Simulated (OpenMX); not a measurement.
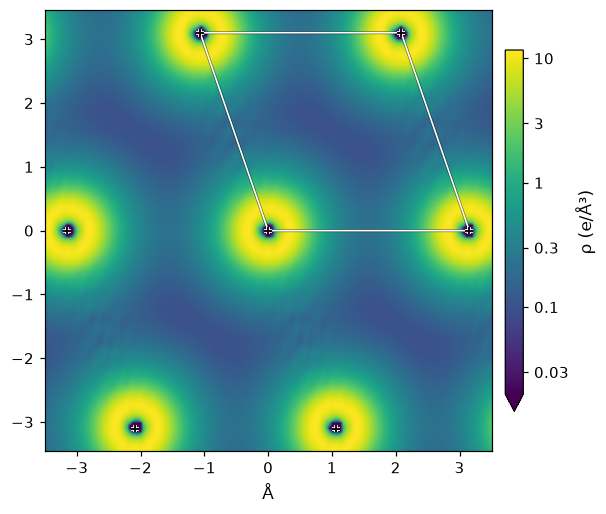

The valence electron density on a plane through atoms (crosses mark nuclei in the plane).

These are results of OpenMX, Kohn-Sham DFT of a periodic cell, PBE, OpenMX 2013 PBE set, not measurements.

Candidates:
A. Pt (slab), a = 2.77 Å, b = 2.77 Å, c = 24.79 Å, α = 90.00°, β = 90.00°, γ = 90.00°. 
B. Sb, a = 3.15 Å, b = 3.23 Å, c = 3.28 Å, α = 110.94°, β = 108.98°, γ = 106.94°. Space group P-1; a structure from a database of computed crystals, not necessarily the ambient phase; changed on purpose from its base cell (cell strained at random at fixed volume); computed pressure about 5 GPa in this cell.
C. V, a = 2.30 Å, b = 2.30 Å, c = 23.80 Å, α = 90.00°, β = 90.00°, γ = 90.00°. Spin-polarised.

Which system is this?

Answer. Candidate B: Sb on the (010) plane of the conventional cell, which holds Sb. Sb–Sb (3.15 Å): ρ at the midpoint is about 0.21 e/Å³. Sb–Sb (3.28 Å): ρ at the midpoint is about 0.19 e/Å³.
